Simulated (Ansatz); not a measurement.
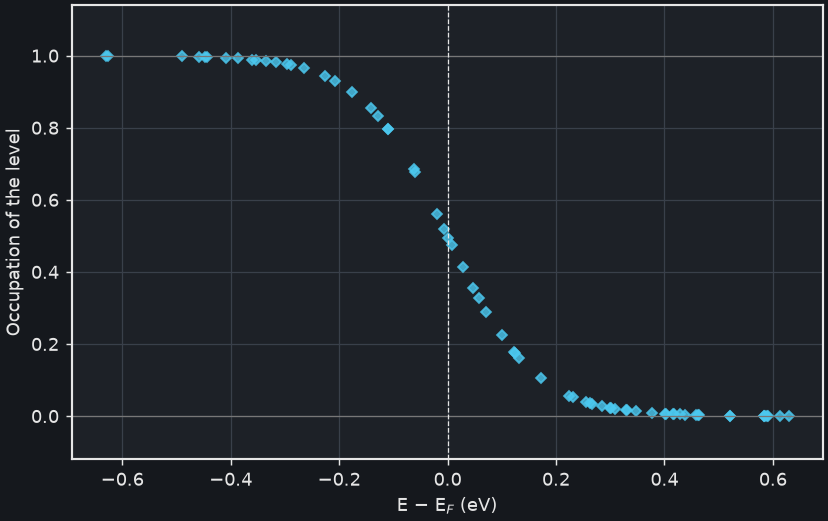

Occupations of the one-electron levels of the k mesh against their energy, from a run on Cs, space group C2/m, 1 atom in the cell, with Ansatz.

> Name the smearing function and its width.

Fermi-Dirac smearing with a width of 0.08 eV. The occupations stay between 0 and 1 and have long exponential tails; the slope at the Fermi level is 1/(4 × width).
